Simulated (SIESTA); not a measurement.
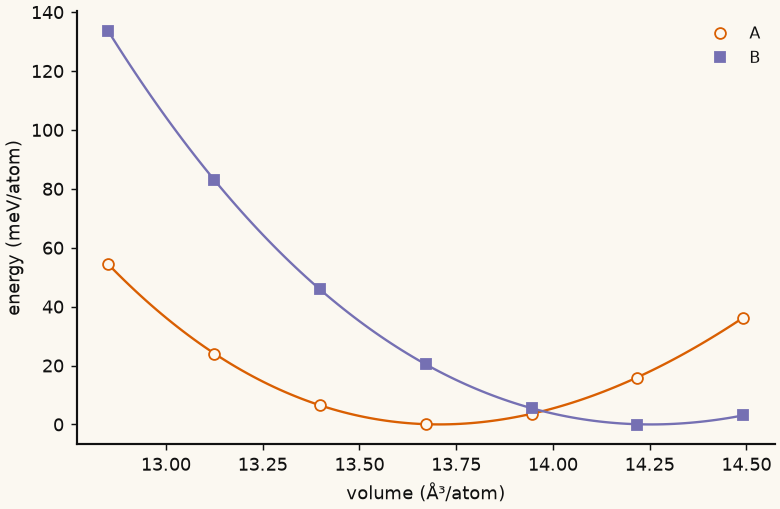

The figure compares two calculations of the energy against volume, each curve from its own zero. The first is for Rh, space group Fm-3m (No. 225).

The cell holds 1 atom.

Computed with SIESTA 5.4.2: DFT in numerical atomic orbitals with pseudopotentials, no spin polarisation; energies at scaled volumes of the given cell, shape and fractions fixed, counted from the fit's minimum, third-order Birch-Murnaghan fit. Level: PBE.

```csv
setting,value
k mesh,12×12×12
occupations,Fermi–Dirac
smearing width,0.05 eV
potentials,"PseudoDojo 0.4 standard, converted to PSML, two zetas on semicore shells"
program settings,"basis DZP, mesh cutoff 800 Ry"
```

In the second, the level changes from PBE to PBEsol.

> Which of A and B is the second calculation, and what did the change do?

A. The equilibrium volume falls from 14.25 to 13.71 Å³/atom (−3.8 %) and the bulk modulus rises from 254 to 288 GPa (+13 %).

For both, limits of the calculation: mulliken charges of long orbitals.

V0 and the bulk modulus come from third-order Birch–Murnaghan fits.
